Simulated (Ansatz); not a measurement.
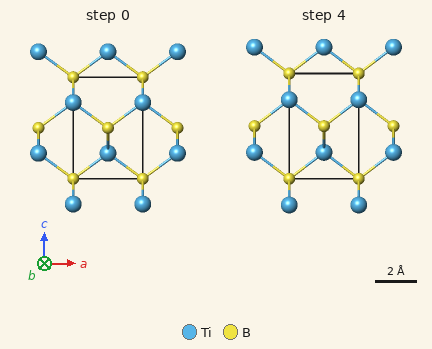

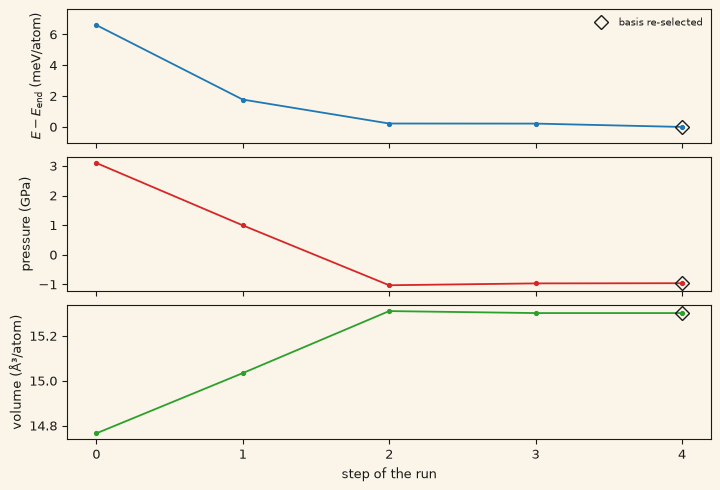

First and last geometry of a relaxation of a crystal of TiB (set up in I-4m2), with the history of the run. Style: ball-and-stick. Shown: the cell of the calculation, along the b axis.

Case: biaxial strain in the a-b plane of -2.0 %; c and atoms relaxed.

Level of theory: Ansatz, DFT r2SCAN, scalar-relativistic, plane waves, PAW. Settings: plane-wave cutoff 500 eV; k-point mesh 16 × 16 × 10; occupations gaussian; smearing width 0.1 eV; no spin polarisation; cell relaxed at fixed a, b, gamma; force threshold 0.008 eV/Å; at most 40 steps.

> Did the run converge, and what did it change?

It converged. No atom moves by more than 0.005 Å relative to the cell. The volume changes by +3.6 %, with a = b unchanged at 3.433 Å, c 5.013 → 5.195 Å (+3.6 %). Among the contacts that change: B–Ti 2.125 → 2.152 Å. The space group stays I-4m2 (No. 119). Over 3 accepted moves (4 points after the start) the energy falls by 6.6 meV per atom. All forces vanish by symmetry, so only the cell relaxes. Pressure: 3.10 GPa at the start and −0.96 GPa at the end. The SCF was repeated once at an unchanged geometry on a basis and grid sized afresh for the cell, which shifted the energy by 0.2 meV per atom at most.
